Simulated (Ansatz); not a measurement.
A periodic structure is given below.

```
CELL_PARAMETERS angstrom
4.74015 -0.01087 0.00453
-0.01087 4.76171 -0.01559
0.00248 -0.00854 2.62583
ATOMIC_POSITIONS crystal
Si 0.99401 0.00547 0.49974
Si 0.48869 0.99985 0.25558
Si 0.98869 0.49985 0.75558
Si 0.49401 0.50547 0.99974
```

> Summarise the structure in words.

The element is silicon. Strictly the space group is P-1 (No. 2, within 0.01 Å). It is a distorted form of a body-centred tetragonal structure, space group I4_1/amd (No. 141) within 0.25 Å: β-tin type. The cell holds four atoms.

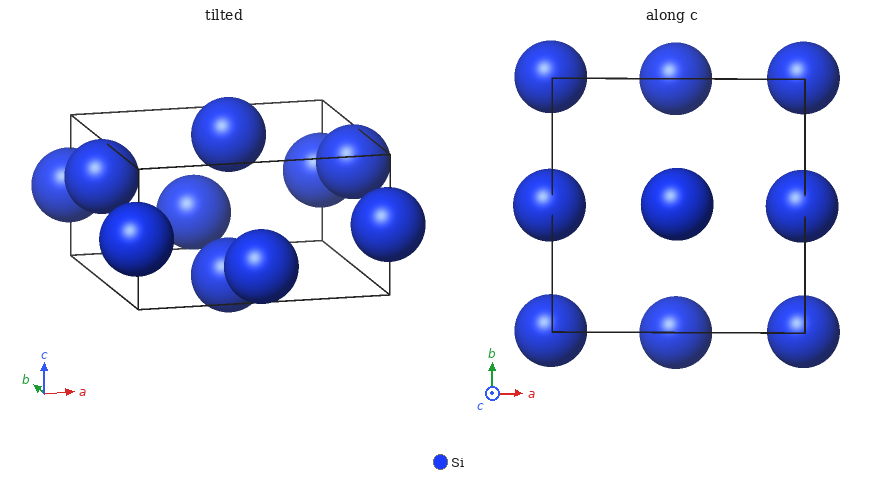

A spheres-only picture of a crystal structure, seen slightly off an axis and along the c axis. The parallelepiped is the drawn cell (a repeat of the simulation cell). Colours: silicon blue.

The initial geometry was a structure listed in the Materials Project. The cell was then strained or its atoms displaced on purpose. Ansatz was used for an electronic-structure calculation on it.
